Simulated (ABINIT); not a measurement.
**Ag: optical-spectrum calculation (part 2 of 2)**

Ag (Im-3m, 1 atom in the cell); Kohn-Sham DFT of a periodic cell, PBEsol, PseudoDojo NC SR PBEsol v0.4.1 standard, no spin polarisation (ABINIT 10.8.3); cutoff 1006.82 eV, 14×14×14 k-mesh, fermi-dirac of 0.1 eV. The structure derives from a Materials Project entry.

Geometry of the input (Å; fractional positions):
```
-1.6557  1.6557  1.6557
1.6557  -1.6557  1.6557
1.6557  1.6557  -1.6557
Ag 0.0000  0.0000  0.0000
```

## Log, continued
```
--- !ResultsGS
iteration_state: {dtset: 1, }
comment   : Summary of ground state results
lattice_vectors:
- [ -3.1287326,   3.1287326,   3.1287326, ]
- [  3.1287326,  -3.1287326,   3.1287326, ]
- [  3.1287326,   3.1287326,  -3.1287326, ]
lattice_lengths: [   5.41912,    5.41912,    5.41912, ]
lattice_angles: [109.471, 109.471, 109.471, ] # degrees, (23, 13, 12)
lattice_volume:   1.2250825E+02
convergence: {deltae:  0.000E+00, res2:  1.125E-15, residm:  1.582E-05, diffor: null, }
etotal    :  -1.54895289E+02
entropy   :   0.00000000E+00
fermie    :   3.58256024E-01
cartesian_stress_tensor: # hartree/bohr^3
- [  3.11088517E-04,   0.00000000E+00,   0.00000000E+00, ]
- [  0.00000000E+00,   3.11088517E-04,   0.00000000E+00, ]
- [  0.00000000E+00,   0.00000000E+00,   3.11088517E-04, ]
pressure_GPa:  -9.1525E+00
xred      :
- [  0.0000E+00,   0.0000E+00,   0.0000E+00, Ag]
cartesian_forces: # hartree/bohr
- [ -0.00000000E+00,  -0.00000000E+00,  -0.00000000E+00, ]
force_length_stats: {min:   0.00000000E+00, max:   0.00000000E+00, mean:   0.00000000E+00, }
...

 Integrated electronic density in atomic spheres:
 ------------------------------------------------
 Atom  Sphere_radius  Integrated_density
    1        2.00000         16.30950637
================================================================================

 ----iterations are completed or convergence reached----

 Mean square residual over all n,k,spin=   88.994E-10; max=  15.823E-06
 reduced coordinates (array xred) for    1 atoms
       0.000000000000      0.000000000000      0.000000000000
 rms dE/dt=  0.0000E+00; max dE/dt=  0.0000E+00; dE/dt below (all hartree)
    1       0.000000000000      0.000000000000      0.000000000000

 cartesian coordinates (angstrom) at end:
    1      0.00000000000000     0.00000000000000     0.00000000000000

 cartesian forces (hartree/bohr) at end:
    1     -0.00000000000000    -0.00000000000000    -0.00000000000000
 frms,max,avg= 0.0000000E+00 0.0000000E+00   0.000E+00  0.000E+00  0.000E+00 h/b

 cartesian forces (eV/Angstrom) at end:
    1     -0.00000000000000    -0.00000000000000    -0.00000000000000
 frms,max,avg= 0.0000000E+00 0.0000000E+00   0.000E+00  0.000E+00  0.000E+00 e/A
 length scales=  1.889726125908  1.889726125908  1.889726125908 bohr
              =  1.000000000000  1.000000000000  1.000000000000 angstroms
 Fermi (or HOMO) energy (hartree) =   0.35826   Average Vxc (hartree)=  -0.46062
 Eigenvalues (hartree) for nkpt= 168  k points:
 kpt#   1, nband= 14, wtk=  0.00146, kpt= -0.0179 -0.0179  0.0536 (reduced coord)
  -3.01370   -1.66979   -1.66969   -1.66969    0.08795    0.18620    0.18620    0.18796
   0.23118    0.23118    1.00889    1.00889    1.01507    1.17786
      occupation numbers for kpt#   1
   2.00000    2.00000    2.00000    2.00000    2.00000    2.00000    2.00000    2.00000
   2.00000    2.00000    0.00000    0.00000    0.00000    0.00000
 prteigrs : prtvol=0 or 1, do not print more k-points.

--- !EnergyTerms
iteration_state     : {dtset: 1, }
comment             : Components of total free energy in Hartree
kinetic             :  5.28665793184902E+01
hartree             :  3.67480081125015E+01
xc                  : -2.29870898340892E+01
Ewald energy        : -1.04975675069167E+02
psp_core            :  4.28763295724865E+00
local_psp           : -1.18774755392188E+02
non_local_psp       : -2.05965765290517E+00
internal            : -1.54894957560109E+02
'-kT*entropy'       : -3.31497256576169E-04
total_energy        : -1.54895289057366E+02
total_energy_eV     : -4.21491553822286E+03
band_energy         : -1.37869964936925E+01
...

 Cartesian components of stress tensor (hartree/bohr^3)
  sigma(1 1)=  3.11088517E-04  sigma(3 2)=  0.00000000E+00
  sigma(2 2)=  3.11088517E-04  sigma(3 1)=  0.00000000E+00
  sigma(3 3)=  3.11088517E-04  sigma(2 1)=  0.00000000E+00

-Cartesian components of stress tensor (GPa)         [Pressure= -9.1525E+00 GPa]
- sigma(1 1)=  9.15254015E+00  sigma(3 2)=  0.00000000E+00
- sigma(2 2)=  9.15254015E+00  sigma(3 1)=  0.00000000E+00
- sigma(3 3)=  9.15254015E+00  sigma(2 1)=  0.00000000E+00

================================================================================
== DATASET  2 ==================================================================

--- !DatasetInfo
iteration_state: {dtset: 2, }
dimensions: {natom: 1, nkpt: 168, mband: 20, nsppol: 1, nspinor: 1, nspden: 1, mpw: 1335, }
cutoff_energies: {ecut:  37.0, pawecutdg:  -1.0, }
electrons: {nelect:   1.90000000E+01, charge:   0.00000000E+00, occopt:   3.00000000E+00, tsmear:   3.67493000E-03, }
meta: {optdriver: 0, ionmov: 0, optcell: 0, iscf: -3, paral_kgb: 0, }
...

 mkfilename : getden/=0, take file _DEN from output of DATASET   1.

 Real(R)+Recip(G) space primitive vectors, cartesian coordinates (Bohr,Bohr^-1):
 R(1)= -3.1287326  3.1287326  3.1287326  G(1)=  0.0000000  0.1598091  0.1598091
 R(2)=  3.1287326 -3.1287326  3.1287326  G(2)=  0.1598091  0.0000000  0.1598091
 R(3)=  3.1287326  3.1287326 -3.1287326  G(3)=  0.1598091  0.1598091  0.0000000
 Unit cell volume ucvol=  1.2250825E+02 bohr^3
 Angles (23,13,12)=  1.09471221E+02  1.09471221E+02  1.09471221E+02 degrees

 getcut: wavevector=  0.0000  0.0000  0.0000  ngfft=  30  30  30
         ecut(hartree)=     37.000   => boxcut(ratio)=   2.02174
--------------------------------------------------------------------------------

================================================================================

--- !BeginCycle
iteration_state: {dtset: 2, }
solver: {iscf: -3, nstep: 120, nline: 4, wfoptalg: 0, }
tolerances: {tolwfr: 1.00E-12, }
...

     iter   Etot(hartree)      deltaE(h)  residm     vres2
 Non-SCF case, kpt    1 ( -0.01786 -0.01786  0.05357), residuals and eigenvalues=
  1.81E-13  4.28E-13  4.30E-13  1.79E-13  9.66E-14  1.59E-13  2.63E-13  6.44E-13
  7.76E-13  7.48E-13  8.80E-13  6.08E-14  8.49E-13  5.49E-13  3.25E-13  8.36E-13
  9.39E-13  5.24E-13  4.09E-13  1.08E-05
 -3.0137E+00 -1.6698E+00 -1.6697E+00 -1.6697E+00  8.7946E-02  1.8620E-01
  1.8620E-01  1.8796E-01  2.3118E-01  2.3118E-01  1.0089E+00  1.0089E+00
  1.0151E+00  1.1775E+00  1.1779E+00  1.1779E+00  1.2510E+00  1.2510E+00
  1.3372E+00  1.3372E+00
 prteigrs : prtvol=0 or 1, do not print more k-points.

--- !ResultsGS
iteration_state: {dtset: 2, }
comment   : Summary of ground state results
lattice_vectors:
- [ -3.1287326,   3.1287326,   3.1287326, ]
- [  3.1287326,  -3.1287326,   3.1287326, ]
- [  3.1287326,   3.1287326,  -3.1287326, ]
lattice_lengths: [   5.41912,    5.41912,    5.41912, ]
lattice_angles: [109.471, 109.471, 109.471, ] # degrees, (23, 13, 12)
lattice_volume:   1.2250825E+02
convergence: {deltae:  0.000E+00, res2:  0.000E+00, residm:  9.998E-13, diffor:  0.000E+00, }
etotal    :  -1.54895289E+02
entropy   :   0.00000000E+00
fermie    :   3.58256025E-01
cartesian_stress_tensor: null
pressure_GPa: null
xred      :
- [  0.0000E+00,   0.0000E+00,   0.0000E+00, Ag]
cartesian_forces: null
force_length_stats: {min: null, max: null, mean: null, }
...

 Integrated electronic density in atomic spheres:
 ------------------------------------------------
 Atom  Sphere_radius  Integrated_density
    1        2.00000         16.30950636
================================================================================

 ----iterations are completed or convergence reached----

 Mean square residual over all n,k,spin=   35.241E-14; max=  99.975E-14
 reduced coordinates (array xred) for    1 atoms
       0.000000000000      0.000000000000      0.000000000000

 cartesian coordinates (angstrom) at end:
    1      0.00000000000000     0.00000000000000     0.00000000000000
 length scales=  1.889726125908  1.889726125908  1.889726125908 bohr
              =  1.000000000000  1.000000000000  1.000000000000 angstroms
 Eigenvalues (hartree) for nkpt= 168  k points:
 kpt#   1, nband= 20, wtk=  0.00146, kpt= -0.0179 -0.0179  0.0536 (reduced coord)
  -3.01370   -1.66979   -1.66969   -1.66969    0.08795    0.18620    0.18620    0.18796
   0.23118    0.23118    1.00889    1.00889    1.01507    1.17753    1.17786    1.17786
   1.25102    1.25102    1.33715    1.33718
      occupation numbers for kpt#   1
   2.00000    2.00000    2.00000    2.00000    2.00000    2.00000    2.00000    2.00000
   2.00000    2.00000    0.00000    0.00000    0.00000    0.00000    0.00000    0.00000
   0.00000    0.00000    0.00000    0.00000
 prteigrs : prtvol=0 or 1, do not print more k-points.

--- !EnergyTerms
iteration_state     : {dtset: 2, }
comment             : Components of total free energy in Hartree
kinetic             :  5.28665792205898E+01
hartree             :  3.67480081125015E+01
xc                  : -2.29870898340892E+01
Ewald energy        : -1.04975675069167E+02
psp_core            :  4.28763295724865E+00
local_psp           : -1.18774755392188E+02
non_local_psp       : -2.05965760124365E+00
internal            : -1.54894957606348E+02
'-kT*entropy'       : -3.31497256665618E-04
total_energy        : -1.54895289103605E+02
...

--- !EnergyTermsDC
iteration_state     : {dtset: 2, }
comment             : '"Double-counting" decomposition of free energy'
band_energy         : -1.37869964589863E+01
Ewald energy        : -1.04975675069167E+02
psp_core            :  4.28763295724865E+00
xc_dc               : -4.04199189892075E+01
internal            : -1.54894957560112E+02
'-kT*entropy'       : -3.31497256665618E-04
total_energy_dc     : -1.54895289057369E+02
...

================================================================================
== DATASET  3 ==================================================================

--- !DatasetInfo
iteration_state: {dtset: 3, }
dimensions: {natom: 1, nkpt: 168, mband: 16, nsppol: 1, nspinor: 1, nspden: 1, mpw: 1335, }
cutoff_energies: {ecut:  37.0, pawecutdg:  -1.0, }
electrons: {nelect:   1.90000000E+01, charge:   0.00000000E+00, occopt:   3.00000000E+00, tsmear:   3.67493000E-03, }
meta: {optdriver: 8, wfk_task: 7, }
...

 mkfilename : getwfk/=0, take file _WFK from output of DATASET   2.

--------------------------------------------------------------------------------

 Computation of velocity matrix elements (DDK)

 Parameters extracted from the Abinit header:
    ecut:     37.0
    nkpt:    5488
    mband:   20
    nsppol:  1
    nspinor: 1
    useylm:  0
    inclvkb: 2
    bmin: 1, bmax: 20
    Computing diagonal and off-diagonal matrix elements
    Between band index bmin: 1, bmax: 20

== END DATASET(S) ==============================================================
================================================================================

 -outvars: echo values of variables after computation  --------
            acell      1.8897261259E+00  1.8897261259E+00  1.8897261259E+00 Bohr
           etotal1    -1.5489528906E+02
           etotal2    -1.5489528906E+02
           etotal3     0.0000000000E+00
            fcart1    -0.0000000000E+00 -0.0000000000E+00 -0.0000000000E+00
            fcart3     0.0000000000E+00  0.0000000000E+00  0.0000000000E+00
            rprim     -1.6556540000E+00  1.6556540000E+00  1.6556540000E+00
                       1.6556540000E+00 -1.6556540000E+00  1.6556540000E+00
                       1.6556540000E+00  1.6556540000E+00 -1.6556540000E+00
           strten1     3.1108851674E-04  3.1108851674E-04  3.1108851674E-04
                       0.0000000000E+00  0.0000000000E+00  0.0000000000E+00
           strten3     0.0000000000E+00  0.0000000000E+00  0.0000000000E+00
                       0.0000000000E+00  0.0000000000E+00  0.0000000000E+00
 Calculation completed.
```

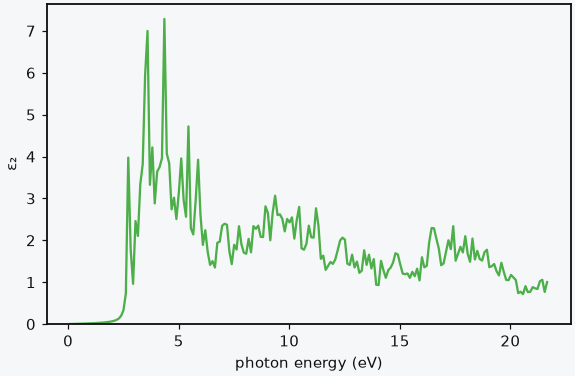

Fig. 1: Imaginary part of the dielectric function (first component that the program prints). The highest peak, 7.3, lies at 4.35 eV.

## Key numbers

```json
{"quantity": "outcome", "value": "converged"}
{"quantity": "space group (tolerance 0.01 Å)", "value": "Im-3m (229)"}
{"quantity": "electrons treated", "value": "19"}
{"quantity": "free energy", "value": "−4214.9155 eV"}
{"quantity": "Fermi energy", "value": "9.749 eV"}
{"quantity": "pressure", "value": "−9.15 GPa"}
{"quantity": "largest force (length of the vector)", "value": "under 0.001 eV/Å"}
{"quantity": "wall time", "value": "4.7 min"}
{"quantity": "peak memory", "value": "2.6 GiB"}
```

## Remarks

Points of doubt noted for this run: no intraband term. The cell is under a tension of 9.2 GPa at this level, so it is not at its equilibrium volume.
